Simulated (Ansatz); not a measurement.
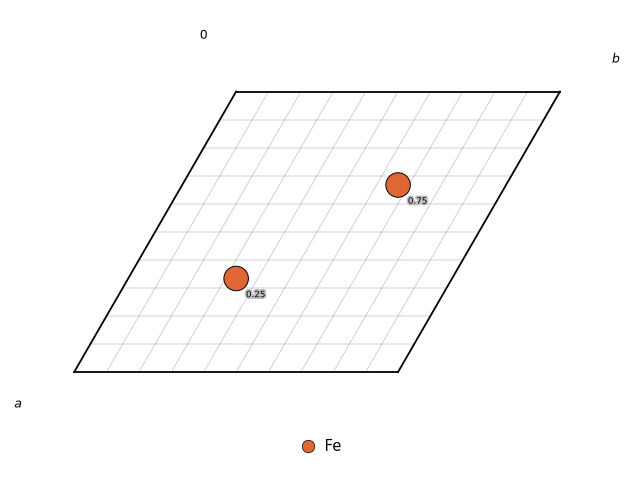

Plan of a unit cell projected along c (a down the page, b across); the numbers are heights as fractions of c, and atoms on the cell's edges are repeated. The grid marks tenths of a and b. Source: the end point of a relaxation at fixed volume with Ansatz, DFT r2SCAN, scalar-relativistic, plane waves, PAW; the starting structure was generated, so it need not be a known form of this composition. All values are computed from the atomic coordinates in the standard setting (tolerance 0.002 Å).

a = 2.531 Å, b = 2.531 Å, c = 4.368 Å, α = 90.00°, β = 90.00°, γ = 120.00°.

**What does the cell contain?**

2 Fe: Fe, Z = 2.

**Give the fractional coordinates of all atoms, to two places.**

| atom | x | y | z |
| --- | --- | --- | --- |
| Fe | 0.33 | 0.67 | 0.75 |
| Fe | 0.67 | 0.33 | 0.25 |
